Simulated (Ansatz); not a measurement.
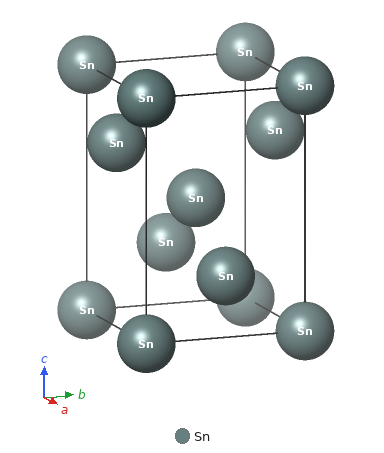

Spheres-only drawing of the structure, looking slightly off an axis. The conventional unit cell is outlined; an atom on or near a face, edge or corner is repeated at each equivalent position.

Sn, space group I4_1/amd (No. 141), a = 4.43 Å, b = 4.43 Å, c = 6.57 Å, α = 90.00°, β = 90.00°, γ = 90.00°.

Computational set-up: DFT, PBE, plane waves, PAW in Ansatz, wavefunction cutoff 420 eV, k-points about 0.28 Å⁻¹ apart, Fermi-Dirac smearing of 0.02 eV, no spin polarisation.

Is the electronic structure metallic or gapped?

A metal: bands cross the Fermi level.

What is the computed pressure?

The computed pressure is 6.6 GPa (compressed: it would expand).

Its origin is a structure type filled with this element by a generator (whether the element takes this form wasn't checked). The cell was then strained or its atoms displaced on purpose. It went into a calculation with Ansatz.

At this level of theory the cell isn't at rest (compressed, at 7 GPa), so its distances can differ from those at equilibrium, the more so the softer the solid.
